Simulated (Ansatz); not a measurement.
# Band-structure calculation, with input and output: VBiO (part 1 of 2)

VBiO (6 atoms in the cell), computed with DFT with PBE, PAW plane waves, spin–orbit coupling (Ansatz 0.2.0).

The structure is a generated one, with these elements put on the sites of a known structure type; it need not be a known phase. Figures and captions count atoms from 1; the log counts them from 0 in places.

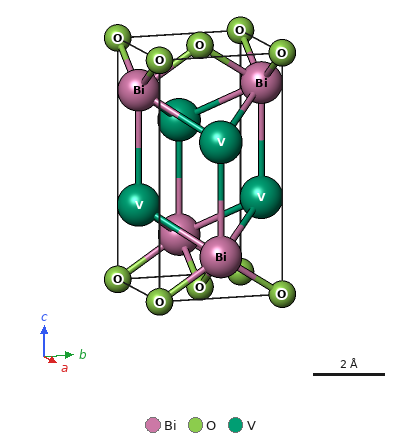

Figure 1. The input geometry (ball-and-stick view of the cell of the calculation, seen slightly off an axis).

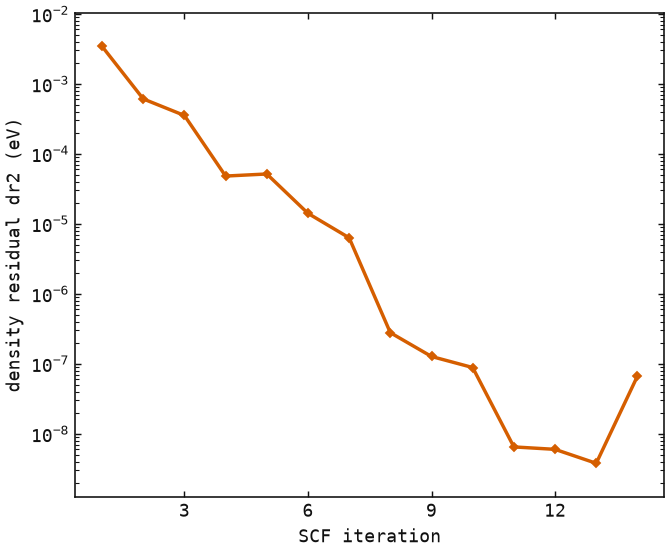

Figure 2. Convergence of the self-consistent field: density residual dr2 against the SCF iteration. The residual comes down, with one marked jump up, by a factor of about 20, at step 14.

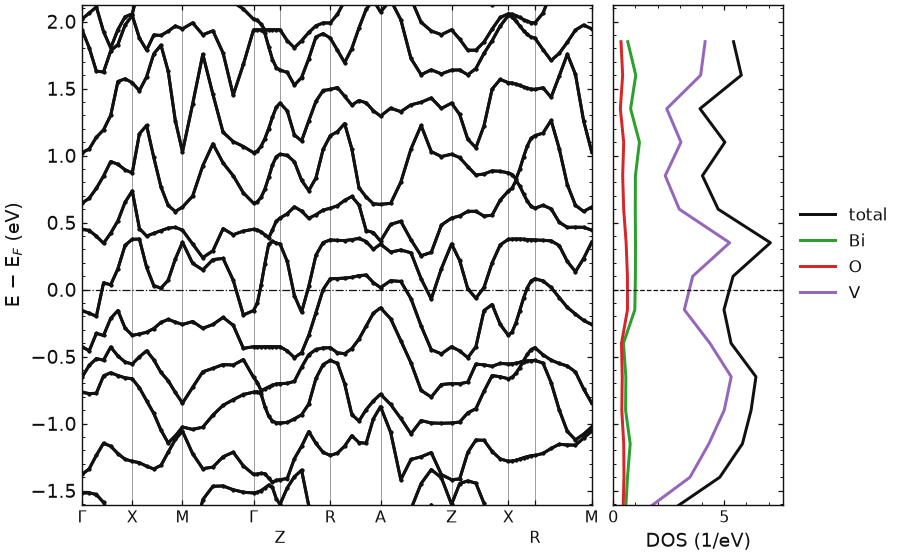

Figure 3. Band structure along Γ–X–M–Γ–Z–R–A–Z–X–R–M and density of states (projected on Löwdin-orthogonalised atomic shells), with energies from the Fermi level. Bands cross the Fermi level: a metal at this level of theory.

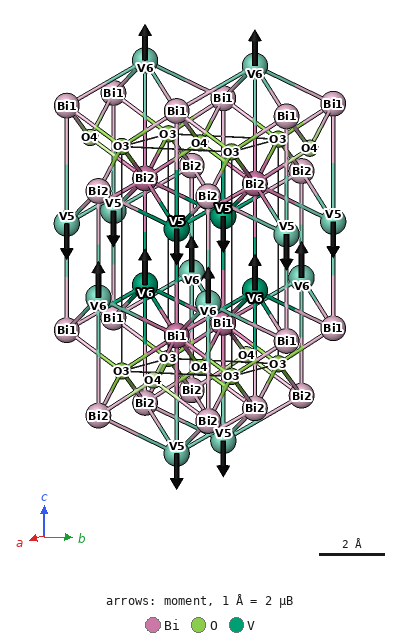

Figure 4. Magnetic moments of the sites as black arrows (ball-and-stick view of the cell of the calculation, seen slightly off an axis; neighbours outside the cell are drawn fainter; atoms are numbered from 1 in the order of the input); small moments hardly show. Site moments: V5, V6 (2.28 μB). They are counted near the atoms and needn't add up to the moment of the cell.

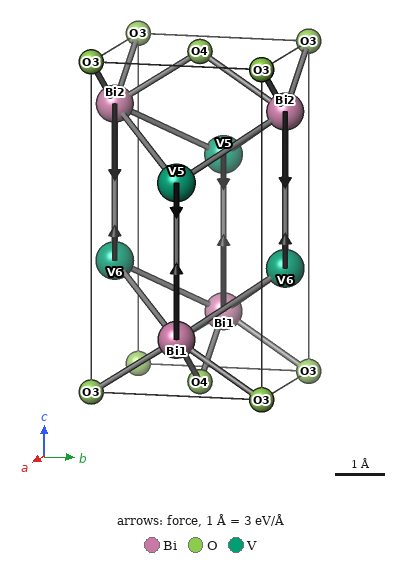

Figure 5. Forces on the atoms as black arrows (ball-and-stick view of the cell of the calculation, seen slightly off an axis; atoms are numbered from 1 in the order of the input). The largest act on Bi1, Bi2 (4.92 eV/Å); V5, V6 (2.29 eV/Å). The geometry is not a stationary point of this energy.

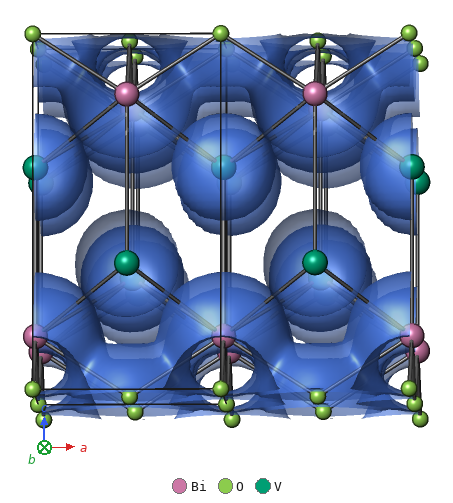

Figure 6. Isosurface of the valence pseudo-density at 0.3 e/Å³ (blue), seen at an oblique angle. Sticks mark near contacts. The outline is the calculation cell. At this value the density is joined into sheets; it holds about 85 % of the electrons treated as valence (semicore included). It is pinched off along the V–Bi (2.90 Å) and V–Bi (3.31 Å) contacts. On the grid the lowest density along these lines, outside the cores, is 0.6 e/Å³ (Bi–O, 2.19 Å), 0.23 e/Å³ (V–Bi, 2.90 Å) and 0.13 e/Å³ (V–Bi, 3.31 Å). The fields are those of the smooth PAW valence density.

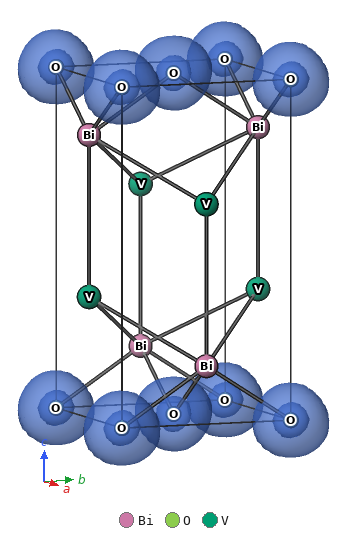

Figure 7. Isosurface of the ELF at 0.7 (blue), seen slightly off an axis. Core shells and regions of very low density are left out. Sticks mark near contacts. The outline is the calculation cell. Along the contacts the grid gives the following. Bi–O (2.19 Å): the ELF peaks at about 0.80 in the valence shell of O, 0.6 Å from its nucleus, and drops to about 0.25 between the two atoms (no shared pair; the contact is polar). V–Bi (2.90 Å): the ELF is about 0.35 at the midpoint (no localised pair between them).

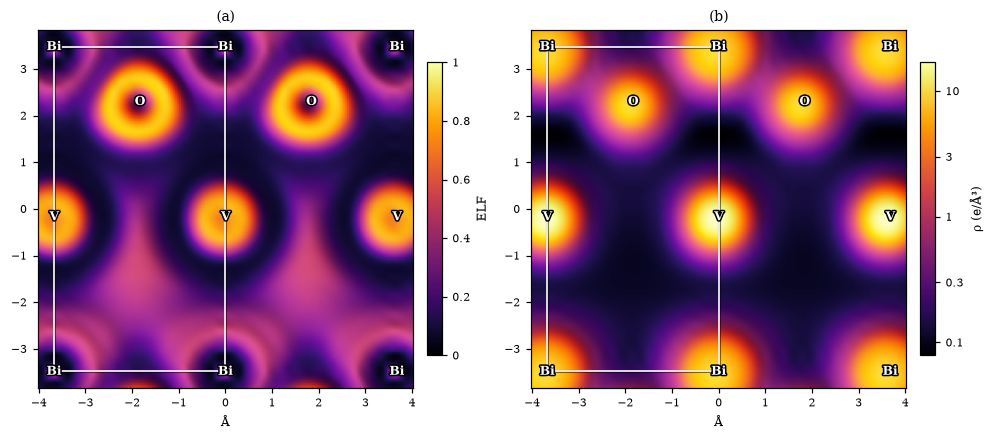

Figure 8. (a) ELF; (b) valence electron density on the (100) plane of the calculation cell. Atoms in the plane: Bi, O and V. Bi–O (2.19 Å): ρ at the midpoint is about 0.62 e/Å³; the ELF peaks at about 0.80 in the valence shell of O, 0.6 Å from its nucleus, and drops to about 0.25 between the two atoms (no shared pair; the contact is polar). V–Bi (3.31 Å): the density is about 0.14 e/Å³ at the midpoint; the ELF is about 0.15 at the midpoint (no localised pair between them). Away from the nuclei the density in this plane falls to 0.08 e/Å³ at its lowest. The strong features right at V lie inside the PAW spheres (semicore, d or f shells) and say nothing about bonding.

The input and output of the run follow.

**Input file**
```yaml
crystal:
  lattice:
    - [3.674576, 0.0, 0.0]
    - [0.0, 3.674576, 0.0]
    - [0.0, 0.0, 6.959125]
  atoms:
    - { symbol: Bi, position: [0.0, 0.5, 0.17] }
    - { symbol: Bi, position: [0.5, 0.0, 0.83] }
    - { symbol: O, position: [0.0, 0.0, 0.0] }
    - { symbol: O, position: [0.5, 0.5, 0.0] }
    - { symbol: V, position: [0.0, 0.5, 0.645], spin: 2, spin_axis: [-0.02474, 0.733, 0.67978] }
    - { symbol: V, position: [0.5, 0.0, 0.355], spin: 2, spin_axis: [-0.02474, 0.733, 0.67978] }
  symmetry: { detect: false }
kpoints:
  mp_grid: { grid: [5, 5, 3], shift: [0, 0, 0] }
  band_path:
    path:
      - [0.0, 0.0, 0.0]
      - [0.0, 0.5, 0.0]
      - [0.5, 0.5, 0.0]
      - [0.0, 0.0, 0.0]
      - [0.0, 0.0, 0.5]
      - [0.0, 0.5, 0.5]
      - [0.5, 0.5, 0.5]
      - [0.0, 0.0, 0.5]
      - [0.0, 0.5, 0.0]
      - [0.0, 0.5, 0.5]
      - [0.5, 0.5, 0.0]
    npoints: 7
magnetization:
  noncollinear: true
  spin_orbit: true
scf:
  occupations: { method: gaussian, width: 0.1352 }
  lower_state_search: "off"
  max_iter: 200
hamiltonian:
  pseudopotentials: { kind: paw_fr }
  xc: pbe
basis:
  ecutwfc: 420
  fft_grid_basis: typed
output:
  forces: true
  stress: true
  eigenvalues: true
  bader: true
  populations: true
  elf: true
  write_potential: true
  volumetric_format: npy
  dos:
    e_range: [-12, 8]
    de: 0.05
    projected: { site_lists: { Bi: [Bi], O: [O], V: [V] } }
    method: { smearing: { sigma: 0.1, scheme: gaussian } }
  write_density: true
checkpoint:
  read: saved_state
```

Command:
```bash
ansatz run input.yaml --threads 2 --pin off --max-ram 5120MiB --backend cpu --events-out ev --progress --plain --runs-dir out
```

**Output**
```
Warning: output.stress: scf.convergence.dr2_threshold = 1e-7 eV (the SCF's general default) is looser than the 6e-10 eV advised for a printed stress (1e-10 eV for each atom of the cell: 6). What an SCF threshold leaves in a stress goes as its square root, and in the free energy as the threshold itself, and one threshold admits the most on a small cell: of the crystals measured, under no hybrid functional and no lock of the moments, on runs that ended without the residual-converged pass, on stresses that held no estimate of that error, the worst erred by over 100 MPa in a component at 1e-7 eV an atom and by under 5 at 1e-10. Set scf.convergence.dr2_threshold to 6e-10 eV or tighter. The threshold is an SCF's pass mark: one that does not reach it within its budget of iterations ends unconverged, or closes short of it on a stop that the run arms, and scf.convergence.dr2_threshold's page says what that costs each kind of run
Warning: checkpoint.read: basis.xc_grid differs: saved 1, current 2 (points along each axis for each point of the dense box; where the key is left out runs that use forces, runs that use the stress, dielectric runs by a finite field, finite-displacement phonons, runs of phonons.displacement_patterns under a GGA or a meta-GGA, phonons by method: dfpt, dielectric runs by the response, runs on support functions, runs on PAW files under a meta-GGA or a hybrid on one, runs at kind: all_electron or under a hybrid on a GGA, runs under a text's formulas of a gradient, and runs on PAW files that evaluate rPW86 or Becke's exchange or LYP's correlation can take a finer level, which can go by the root key accuracy; a number is taken as typed: the saved number, typed, holds this deck to the state's level, where the deck is accepted there); the SCF iterates at this deck's level from the saved density; a trajectory continued from that state goes on on another energy surface; basis.xc_grid: 1, typed and accepted, keeps it on the saved one
Engine: ansatz 0.2.0, x86_64-unknown-linux-gnu
Pseudopotentials: kind: paw_fr
Pseudopotential: Bi, paw_fr, valence charge 15, recommended cutoff 420 eV (normal), Bi.paw.azcp#standard-fr
Pseudopotential: O, paw_fr, valence charge 6, recommended cutoff 420 eV (normal), O.paw.azcp#standard-fr
Pseudopotential: V, paw_fr, valence charge 13, recommended cutoff 420 eV (normal), V.paw.azcp#standard-fr
Functional definition: PBE
  parameter kappa = 0.804
  parameter beta = 0.06672455060314922
  exchange = pbe_x(kappa = kappa, mu = beta*pi^2/3)
  correlation = pbe_c(beta = beta)
Crystal: 6 atoms, lattice volume = 93.966 Å³
Basis set: ecut = 420 eV, 1807 PW (Γ), exchange–correlation on 50×50×96 points (8 copies of the dense FFT grid, shifted against one another)
Bands: 82, of which v1, the nominal top of the filled ones, is band 68 counted from 1 (67 counted from 0)
Symmetry: 1 space group operations
k-points: 75
Projection manifold: j_resolved (fully-relativistic pseudo-atomic orbitals)
Non-local potential: Bi, projectors of the file, l = 0: 2, l = 1: 4, l = 2: 4, l = 3: 4
Non-local potential: O, projectors of the file, l = 0: 2, l = 1: 4, l = 2: 2
Non-local potential: V, projectors of the file, l = 0: 3, l = 1: 4, l = 2: 6, l = 3: 2
PAW form: soft (Blöchl's): semilocal exchange-correlation on the pseudo side does not see the compensation charge
PAW one-centre angular grid: Bi, 590 points (default); XC on 96 Gauss nodes
PAW one-centre angular grid: O, 110 points (default); XC on 64 Gauss nodes
PAW one-centre angular grid: V, 590 points (default); XC on 64 Gauss nodes
Initial density: read from a saved state, or passed on in memory by an earlier SCF of this step, an earlier step, the calling program or the single point that the run made first
Starting moments: Σ|m| = 4 μB on 2 of 6 sites; this step starts from the density that it was given
Initial wavefunctions: pseudopotential atomic-orbital guess
Functional: x = pbe(κ = 0.804, μ = 0.2195149727645171), c = pbe(β = 0.06672455060314922)
iter 1 solved again at ethr=9.39e-6 eV; its pass at ethr=3.10e-3 eV (dr2=6.39e-3 eV) is discarded
```
